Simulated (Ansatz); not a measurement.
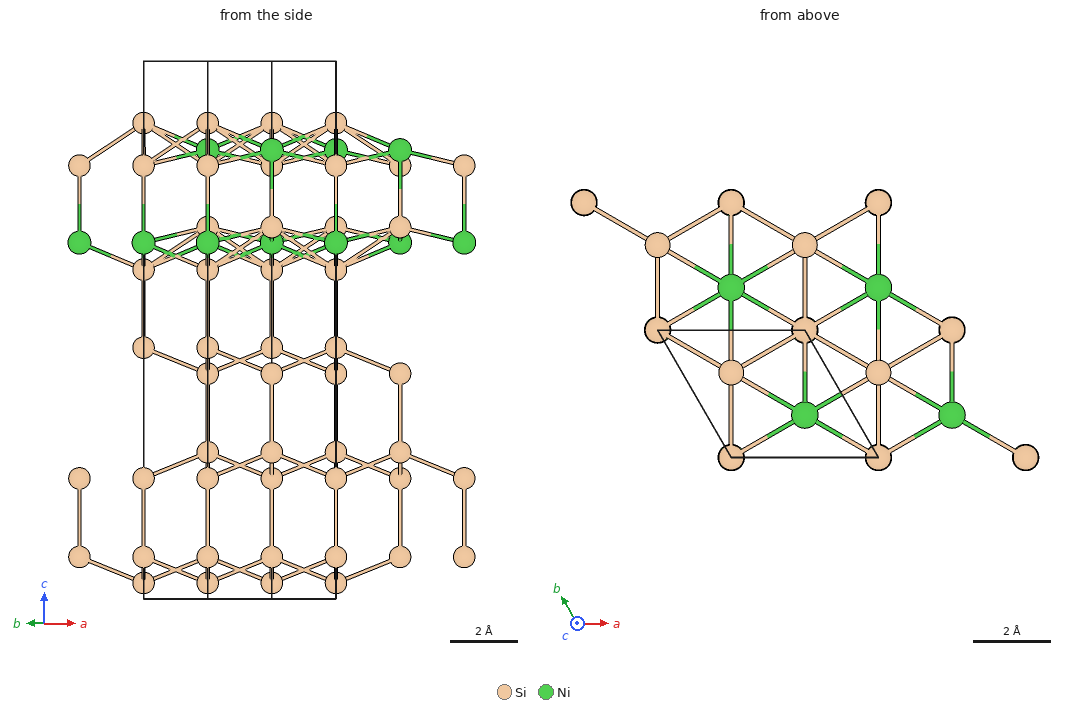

A ball-and-stick picture of a periodic stack of two materials, seen from the side and from above; the box is the simulation cell in a reduced setting, and 2×2 cells are drawn in the plane (a layer on the cell's face shows at both ends).

**Name the layers and the planes on which they meet.**

Si (1 1 1) (Fd-3m, 6 atoms) and Si2Ni (1 1 1) (Fm-3m, 6 atoms).

**Give the in-plane cell and the period of the stack.**

The in-plane vectors are 3.85 and 3.85 Å long, those of Si, to which Si2Ni is strained; the stack repeats after 16.1 Å.

The atoms and the stacking vector were relaxed with DFT r2SCAN, scalar-relativistic, plane waves, PAW (Ansatz 0.2.0), the in-plane cell held. The two parents, named as they started, are listed structures, not always the stable forms, and thin layers can change their stacking on relaxation.
